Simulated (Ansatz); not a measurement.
Consider Si.

Input file:

```
crystal:
  lattice:
    - [1.3195974358, -2.2856098043, 0.0]
    - [0.0, 0.0, -4.5531575356]
    - [8.1815041016, 4.1140976477, 0.0]
  atoms:
    - { symbol: Si, position: [0.3333333333, 0.75, 0.8333333333] }
    - { symbol: Si, position: [-0.0166666667, 0.75, 0.0833333333] }
    - { symbol: Si, position: [0.4333333333, 0.75, 0.3333333333] }
    - { symbol: Si, position: [-0.1166666667, 0.75, 0.5833333333] }
    - { symbol: Si, position: [-0.1833333333, 0.25, 0.9166666667] }
    - { symbol: Si, position: [0.4666666667, 0.25, 0.1666666667] }
    - { symbol: Si, position: [-0.0833333333, 0.25, 0.4166666667] }
    - { symbol: Si, position: [0.3666666667, 0.25, 0.6666666667] }
basis:
  ecutwfc: 500
kpoints:
  mp_grid: { grid: [22, 13, 7] }
hamiltonian:
  xc: r2scan
scf:
  occupations: { method: gaussian, width: 0.15 }
output:
  forces: true
  stress: true
  eigenvalues: true
  write_density: true
  write_potential: true
  elf: true
  volumetric_format: npy
```

Launched as:

```sh
ansatz run input.yaml --threads 2 --pin off --max-ram 5120MiB --backend cpu --events-out ev --progress --plain --runs-dir out
```

Below, planes, directions and counts refer to the conventional cell (a = 2.64 Å, b = 4.55 Å, c = 9.16 Å, α = 90.00°, β = 93.30°, γ = 90.00°).

Space group P2₁/m; a structure from a database of computed crystals, not necessarily the ambient phase; not relaxed (largest force 0.5 eV/Å).

These are results of DFT r2SCAN, scalar-relativistic, plane waves, PAW (Ansatz), not measurements.

### What can the converged valence pseudo-density and electron localisation function tell about the bonding?

Si–Si (2.42 Å): ρ is about 0.46 e/Å³ halfway; the ELF peaks at about 0.80 between the atoms.

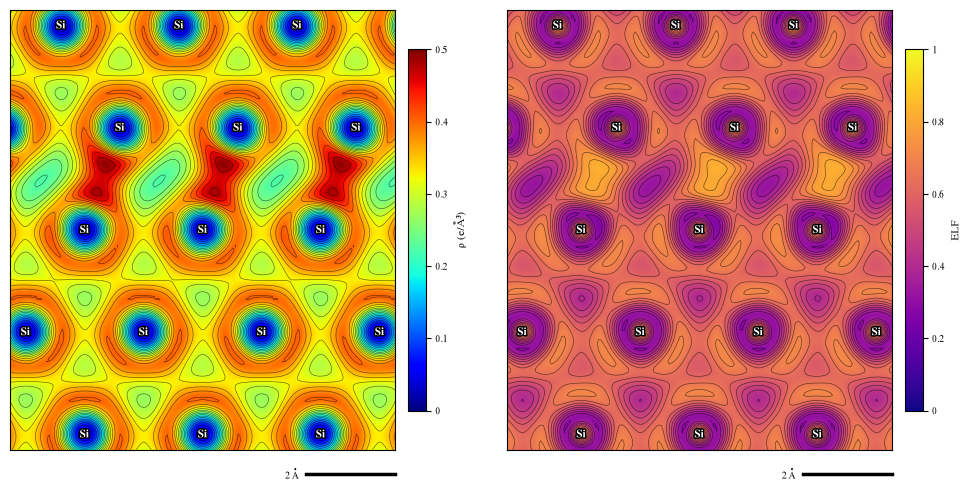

Computed valence pseudo-density and electron localisation function on the (010) plane of the conventional cell, in this order. 
